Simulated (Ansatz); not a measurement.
Geometry relaxation, with input and output: Si (part 2 of 2)

The same run, continued: Si (defect cell, 17 atoms in the cell); DFT PBEsol, scalar-relativistic, plane waves, PAW, no spin polarisation (Ansatz 0.2.0); cutoff 420 eV, 2×2×2 k-mesh, Gaussian smearing of 0.05 eV. It belongs to a series of runs on one base structure; here: end point B relaxed.

Geometry of the input (Å; fractional positions):
```
0.0000  5.4300  5.4300
5.4300  0.0000  5.4300
5.4300  5.4300  0.0000
Si 0.0000  0.0000  0.0000
Si 0.1250  0.1250  0.1250
Si -0.0000  0.0000  0.5000
Si 0.1250  0.1250  0.6250
Si -0.0000  0.5000  0.0000
Si 0.1250  0.6250  0.1250
Si -0.0000  0.5000  0.5000
Si 0.1250  0.6250  0.6250
Si 0.5000  -0.0000  0.0000
Si 0.6250  0.1250  0.1250
Si 0.5000  0.0000  0.5000
Si 0.6250  0.1250  0.6250
Si 0.5000  0.5000  0.0000
Si 0.6250  0.6250  0.1250
Si 0.5000  0.5000  0.5000
Si 0.6250  0.6250  0.6250
Si 0.3861  0.3722  0.3638
```

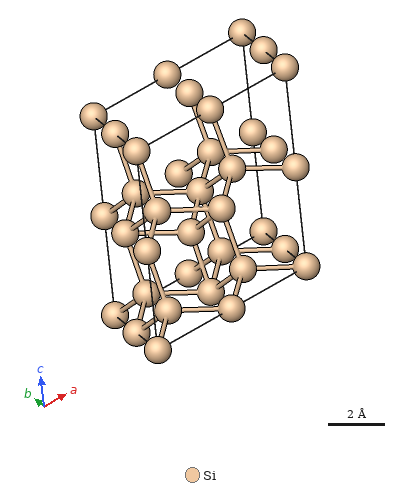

Figure 1. The geometry at step 2 of the log (ball-and-stick view of the cell of the calculation, seen slightly off an axis).

## Output, continued
```
relax step   4: F+E_penalty+E_count = -10561.60677429 eV  Δ(F+E_penalty+E_count) = -3.754e-7 eV  max|allowed force component| = 2.802e-2 eV/Å  Δτ_max = 0.0000 Å  (3 SCF iters, accepted)
NSCF: frozen V_eff on 8 k-points
the band table was solved once a step of the walk had ended and its energy, with any forces and stress, was formed, with the checks that follow a solve (2664 applications of the Hamiltonian). They found nothing against the state; the energy, forces and stress were not computed again (output.eigenvalues in the input reference)
SCF converged after 3 iterations
Free energy (F): -10561.606774 eV
Harris-Foulkes:  -10561.606774 eV  (|F-HF|=4.82e-9)
Internal energy: -10561.595542 eV  (E = F + TS)
E sigma→0 (E₀):  -10561.601158 eV
Entropy (-TS):   -0.011233 eV (-0.661 meV/atom)
Fermi energy:    7.211299 eV
--- Per-component energies (eV) ---
  E_band       = 109.582780
  E_kinetic    = 699.419529
  E_local      = -454.686503  (includes V_loc(G=0)·N_el)
  E_nonlocal   = 443.780919
  E_hartree    = 133.345953
  E_xc         = -935.899615
  E_vxc        = -804.231172  (∫ρ·V_xc dr)
  E_paw        = -8481.492701  (= ΣΔE_a)
  E_vpaw       = -41.391625  (= ΣTr[D̂ρ^β])
  E_aug_tail   = 0.000102  (compensation charges beyond the density's cutoff)
  E_ewald      = -1966.599757
  E_core_change = 0.536531  (= ΣΔE_core)
  E_smearing   = -0.011233  (= −TS)
  E_closure    = -0.000000  (closes the sum)
  Σ components = -10561.606774   (vs F -10561.606774, Δ=0.00e0)
--- Forces (eV/Å), atoms counted from 1 ---
  atom   1  Si     0.02392105     0.02255622     0.01717334
  atom   2  Si    -0.00219993    -0.00046651     0.00120102
  atom   3  Si    -0.01791998    -0.02801956     0.02317003
  atom   4  Si    -0.00240925    -0.00262622     0.01818961
  atom   5  Si    -0.01419584     0.02478814    -0.02660949
  atom   6  Si     0.00105587     0.01315457    -0.00364775
  atom   7  Si     0.01472832    -0.01729084    -0.01495011
  atom   8  Si    -0.02634806    -0.00067877     0.00184284
  atom   9  Si     0.02060253    -0.01847062    -0.02099463
  atom  10  Si     0.01821016     0.00502076    -0.00088021
  atom  11  Si    -0.00963196     0.00187848    -0.00204394
  atom  12  Si    -0.00357771    -0.01066414     0.00536518
  atom  13  Si    -0.00646171    -0.00294334     0.00352227
  atom  14  Si     0.00032800     0.00700246    -0.01269394
  atom  15  Si     0.00574241     0.00626930     0.01063851
  atom  16  Si    -0.00277978    -0.00058552     0.00189935
  atom  17  Si     0.00092020     0.00107484    -0.00117292
  max |Σ_I F_I| component: 1.57e-5 eV/Å
--- Band table (eV; the first three rows and the last of 8) ---
  k-point 0: bands = ["-5.9689", "-3.4090", "-3.2673", "-3.2654", "-3.2647", "-2.4492", "-1.3836", "-1.3832", "-1.3830", "-1.2010", "-1.2010", "-0.8339", "-0.3771", "-0.3767", "-0.3759", "2.9604", "2.9613", "2.9621", "3.8540", "3.8541", "3.8546", "3.9653", "5.1490", "5.1495", "5.2392", "5.2397", "5.2423", "5.5350", "5.5356", "5.5359", "6.4469", "6.4474", "6.4491", "6.9807", "6.9848", "6.9880", "7.2655", "7.2669", "7.6396", "7.6402", "7.6423", "8.0086", "8.4380", "8.4401", "8.4421", "9.3913", "9.3948", "9.3986", "9.7656", "9.7658", "9.8989"]
  k-point 1: bands = ["-5.5672", "-4.6005", "-3.2089", "-3.0691", "-3.0675", "-2.5863", "-2.5418", "-2.5405", "-0.9164", "-0.1579", "0.2024", "0.2049", "0.2726", "0.2752", "1.4204", "2.4353", "2.4355", "2.5018", "2.7029", "3.0337", "3.0346", "3.1582", "3.8595", "3.8612", "4.3810", "4.3817", "4.4970", "4.5199", "5.6621", "5.7009", "5.7041", "5.8560", "5.8576", "6.8808", "7.7372", "7.7465", "8.0901", "8.0909", "8.5083", "8.5679", "9.0079", "9.0100", "9.5535", "10.1473", "10.1478", "10.2593", "10.6116", "10.6125", "11.0251", "11.0286", "11.3606"]
  k-point 2: bands = ["-5.5676", "-4.5995", "-3.2086", "-3.0708", "-3.0674", "-2.5864", "-2.5421", "-2.5398", "-0.9166", "-0.1585", "0.2024", "0.2052", "0.2725", "0.2755", "1.4218", "2.4353", "2.4365", "2.5029", "2.7016", "3.0332", "3.0344", "3.1581", "3.8589", "3.8606", "4.3817", "4.3820", "4.4963", "4.5209", "5.6610", "5.7013", "5.7037", "5.8556", "5.8582", "6.8808", "7.7356", "7.7461", "8.0913", "8.0928", "8.5069", "8.5678", "9.0057", "9.0082", "9.5533", "10.1473", "10.1483", "10.2601", "10.6129", "10.6147", "11.0252", "11.0291", "11.3600"]
  k-point 7: bands = ["-5.5679", "-4.5989", "-3.2082", "-3.0719", "-3.0671", "-2.5865", "-2.5424", "-2.5390", "-0.9172", "-0.1593", "0.2019", "0.2054", "0.2726", "0.2752", "1.4233", "2.4358", "2.4381", "2.5039", "2.7009", "3.0331", "3.0344", "3.1578", "3.8581", "3.8602", "4.3818", "4.3820", "4.4954", "4.5222", "5.6612", "5.7012", "5.7028", "5.8547", "5.8593", "6.8802", "7.7352", "7.7438", "8.0921", "8.0946", "8.5057", "8.5677", "9.0032", "9.0055", "9.5534", "10.1471", "10.1492", "10.2614", "10.6140", "10.6183", "11.0263", "11.0292", "11.3589"]
--- Relaxed structure (4 steps of the walk, 4 accepted, 0 SCFs on fresh bases) ---
  F+E_penalty+E_count = -10561.60677429 eV   max|allowed force component| = 2.802e-2 eV/Å
  atoms:
    - { symbol: Si, position: [0.0009382832696206108, 0.0003020221316098678, -0.00013900021765235498] }
    - { symbol: Si, position: [0.12499812430758032, 0.1250479232184722, 0.1248729500409646] }
    - { symbol: Si, position: [0.0006354105159586977, 0.00023048419767354955, 0.498719873431714] }
    - { symbol: Si, position: [0.1226568802651034, 0.12160006658236804, 0.6276324743388028] }
    - { symbol: Si, position: [0.0007766189447599436, 0.49887793762927923, -0.00013630859341529078] }
    - { symbol: Si, position: [0.12279568242770272, 0.6279844485111925, 0.12108965532477983] }
    - { symbol: Si, position: [-0.004691709457402743, 0.5016449470958256, 0.501226377401791] }
    - { symbol: Si, position: [0.12244196355698561, 0.628024112683925, 0.6276982563604167] }
    - { symbol: Si, position: [0.4987889550578243, 0.0004657174833849753, -6.842014782582062e-5] }
    - { symbol: Si, position: [0.6286148513858406, 0.12174278586407139, 0.12110344027603359] }
    - { symbol: Si, position: [0.502793234406459, -0.0068492496651781365, 0.5015524638530278] }
    - { symbol: Si, position: [0.6282423324075428, 0.12182181927149721, 0.6276642879797887] }
    - { symbol: Si, position: [0.5029611151068359, 0.5020974464402966, -0.00758535611002531] }
    - { symbol: Si, position: [0.6283976900082558, 0.6281699524958978, 0.12117002276438571] }
    - { symbol: Si, position: [0.5025171473378633, 0.5020614877328795, 0.5015283712006294] }
    - { symbol: Si, position: [0.6265758379770078, 0.6244687609296392, 0.6237597622274219] }
    - { symbol: Si, position: [0.3766611024820622, 0.37446288739716616, 0.37366227986916367] }
```

## Trajectory as extended XYZ (Å, eV, eV/Å), 4 frames, from step=1 to step=4
```
17
Lattice="0.0000 5.4300 5.4300 5.4300 0.0000 5.4300 5.4300 5.4300 0.0000" Properties=species:S:1:pos:R:3:forces:R:3 step=1 energy=-10561.45416
Si    0.0000    0.0000    0.0000    0.0385   0.0802   0.1071
Si    1.3575    1.3575    1.3575    0.0038  -0.0006  -0.0022
Si    2.7150    2.7150    0.0000   -0.0716  -0.0306   0.0542
Si    4.0725    4.0725    1.3575    0.0373  -0.0446  -0.4205
Si    2.7150    0.0000    2.7150   -0.1034   0.0589  -0.0351
Si    4.0725    1.3575    4.0725    0.0686  -0.4921  -0.0714
Si    5.4300    2.7150    2.7150    0.2880  -0.2206  -0.2620
Si    6.7875    4.0725    4.0725    0.3767  -0.0252  -0.0210
Si    0.0000    2.7150    2.7150    0.0680  -0.1126  -0.0857
Si    1.3575    4.0725    4.0725   -0.6420   0.0321  -0.0274
Si    2.7150    5.4300    2.7150   -0.4607   0.5572  -0.6056
Si    4.0725    6.7875    4.0725    0.0114   0.4899   0.0246
Si    2.7150    2.7150    5.4300   -0.7352  -0.8435   0.7824
Si    4.0725    4.0725    6.7875    0.0436   0.0514   0.5738
Si    5.4300    5.4300    5.4300    0.4724   0.3990   0.3483
Si    6.7875    6.7875    6.7875   -0.1229   0.0015   0.0716
Si    3.9960    4.0717    4.1173    0.7276   0.0996  -0.4311
17
Lattice="0.0000 5.4300 5.4300 5.4300 0.0000 5.4300 5.4300 5.4300 0.0000" Properties=species:S:1:pos:R:3:forces:R:3 step=2 energy=-10561.58404
Si    0.0057    0.0076    0.0098   -0.0192  -0.0365  -0.0466
Si    1.3612    1.3573    1.3554   -0.0027   0.0001   0.0018
Si    2.7085    2.7121    0.0047    0.0383   0.0212  -0.0315
Si    4.0738    4.0713    1.3353   -0.0005   0.0047  -0.1256
Si    2.7056    0.0055    2.7108    0.0475  -0.0304   0.0200
Si    4.0749    1.3331    4.0702   -0.0024  -0.1455   0.0040
Si    5.4391    2.7090    2.7068    0.0578  -0.0613  -0.0602
Si    6.8075    4.0718    4.0719    0.1155   0.0031   0.0007
Si    0.0086    2.7041    2.7057   -0.0285   0.0451   0.0353
Si    1.3329    4.0735    4.0713   -0.1963  -0.0015  -0.0010
Si    2.7030    5.4478    2.6951   -0.1868   0.1952  -0.1944
Si    4.0732    6.8115    4.0730    0.0029   0.1439  -0.0043
Si    2.6964    2.6907    5.4513   -0.2924  -0.3030   0.2987
Si    4.0744    4.0740    6.8124    0.0011  -0.0031   0.1715
Si    5.4461    5.4431    5.4400    0.1286   0.1322   0.1295
Si    6.7704    6.7879    6.7976    0.0071  -0.0028  -0.0043
Si    4.0147    4.0715    4.1062    0.3302   0.0385  -0.1936
17
Lattice="0.0000 5.4300 5.4300 5.4300 0.0000 5.4300 5.4300 5.4300 0.0000" Properties=species:S:1:pos:R:3:forces:R:3 step=3 energy=-10561.60677
Si    0.0009    0.0043    0.0067    0.0239   0.0226   0.0172
Si    1.3571    1.3568    1.3578   -0.0023  -0.0005   0.0012
Si    2.7093    2.7115    0.0047   -0.0179  -0.0280   0.0232
Si    4.0683    4.0741    1.3263   -0.0024  -0.0026   0.0182
Si    2.7082    0.0035    2.7131   -0.0143   0.0248  -0.0266
Si    4.0675    1.3243    4.0767    0.0010   0.0132  -0.0036
Si    5.4456    2.6962    2.6985    0.0148  -0.0173  -0.0150
Si    6.8186    4.0733    4.0750   -0.0264  -0.0007   0.0019
Si    0.0022    2.7081    2.7110    0.0206  -0.0185  -0.0210
Si    1.3187    4.0710    4.0744    0.0183   0.0050  -0.0009
Si    2.6862    5.4536    2.6930   -0.0095   0.0017  -0.0019
Si    4.0697    6.8196    4.0728   -0.0036  -0.0107   0.0054
Si    2.6852    2.6899    5.4575   -0.0062  -0.0026   0.0032
Si    4.0689    4.0702    6.8232    0.0003   0.0070  -0.0128
Si    5.4495    5.4520    5.4549    0.0057   0.0062   0.0106
Si    6.7779    6.7893    6.7932   -0.0029  -0.0006   0.0020
Si    4.0623    4.0743    4.0786    0.0008   0.0011  -0.0011
17
Lattice="0.0000 5.4300 5.4300 5.4300 0.0000 5.4300 5.4300 5.4300 0.0000" Properties=species:S:1:pos:R:3:forces:R:3 step=4 energy=-10561.60677
Si    0.0009    0.0043    0.0067    0.0239   0.0226   0.0172
Si    1.3571    1.3568    1.3578   -0.0022  -0.0005   0.0012
Si    2.7093    2.7115    0.0047   -0.0179  -0.0280   0.0232
Si    4.0683    4.0741    1.3263   -0.0024  -0.0026   0.0182
Si    2.7082    0.0035    2.7131   -0.0142   0.0248  -0.0266
Si    4.0675    1.3243    4.0767    0.0011   0.0132  -0.0036
Si    5.4456    2.6962    2.6985    0.0147  -0.0173  -0.0149
Si    6.8186    4.0733    4.0750   -0.0263  -0.0007   0.0018
Si    0.0022    2.7081    2.7110    0.0206  -0.0185  -0.0210
Si    1.3187    4.0710    4.0744    0.0182   0.0050  -0.0009
Si    2.6862    5.4536    2.6930   -0.0096   0.0019  -0.0020
Si    4.0697    6.8196    4.0728   -0.0036  -0.0107   0.0054
Si    2.6852    2.6899    5.4575   -0.0065  -0.0029   0.0035
Si    4.0689    4.0702    6.8232    0.0003   0.0070  -0.0127
Si    5.4495    5.4520    5.4549    0.0057   0.0063   0.0106
Si    6.7779    6.7893    6.7932   -0.0028  -0.0006   0.0019
Si    4.0623    4.0743    4.0786    0.0009   0.0011  -0.0012
```

## Results in brief

| quantity | value |
| --- | --- |
| outcome | converged |
| electrons treated | 68 |
| free energy | −10561.6068 eV |
| Fermi energy | 7.211 eV |
| final volume | 320.21 Å³ |
| largest force (length of the vector) at the end | 0.041 eV/Å |
| hardware | 1 thread of AMD EPYC (Zen 5), 64 GiB of memory available, shared host |
| wall time | 10 s |
| peak memory | 0.58 GiB |

The k-point mesh is coarse for a cell of this size, so the results may not be converged.
